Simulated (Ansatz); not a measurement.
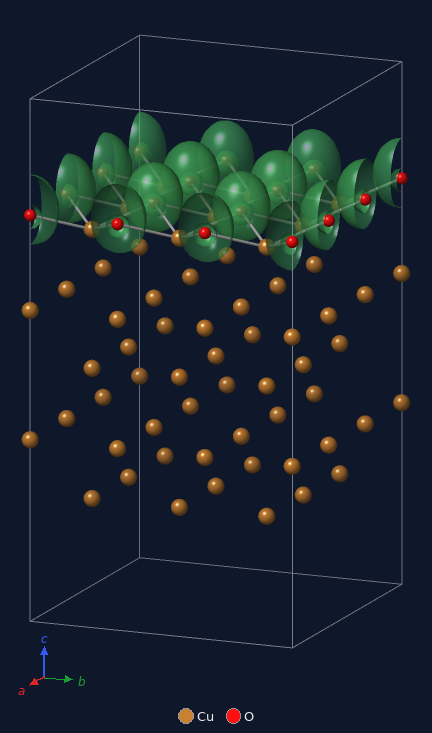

Figure 1: Cu5O (slab). Isosurface of the electron localisation function at 0.65 (green), seen slightly off an axis. Core shells and regions of very low density are left out. Sticks mark near contacts.

Computed without spin polarisation.

Computed with Ansatz, DFT PBEsol, scalar-relativistic, plane waves, PAW.

> Describe the localisation domains.

The surface consists of one region wrapped around O (its valence shell), counted in one cell of 6 atoms. Counts are for one cell; the picture repeats the cell along the surface.

Values along the shortest contacts:
Cu–O (1.87 Å): the ELF peaks at about 0.80 in the valence shell of O, 0.6 Å from its nucleus, and is about 0.20 at the midpoint (no localised pair shows between them).

> Metal or insulator at this level of theory?

It is metallic or semimetallic at this level of theory: no gap opens.
